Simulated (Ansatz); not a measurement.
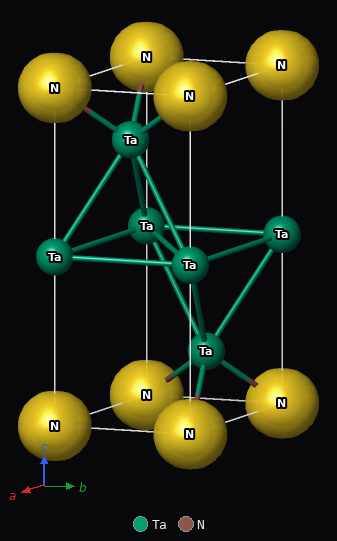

Ta$_{3}$N. Isosurface of the ELF at 0.75 (yellow), seen at an oblique angle. Only the valence region is drawn (cores and ρ < 0.01 e/Å³ removed). Sticks mark near contacts.

Space group P-3m1; a structure from a database of computed crystals, not necessarily the ambient phase.

All numbers below come from Kohn-Sham DFT of a periodic cell, BLYP, Ansatz PAW in Ansatz 0.2.0.

In a PAW calculation such maps are meaningful between the atoms, not at the nuclei.

> Describe the localisation domains.

The surface consists of one region wrapped around N (its valence shell), counted in one cell of 4 atoms. Any copies at cell faces, edges or corners count once. Profiles from the grid: Ta–N (2.22 Å): the ELF peaks at about 0.80 in the valence shell of N, 0.7 Å from its nucleus, and is about 0.20 at the midpoint: no shared electron pair shows on this line. Ta–Ta (3.03 Å): the ELF is about 0.25 at the midpoint; no shared electron pair shows on this line.

> Metal or insulator at this level of theory?

It is gapless in this calculation (a metal or semimetal); semilocal functionals without U, or without the true magnetic order, often close the gap of such compounds.
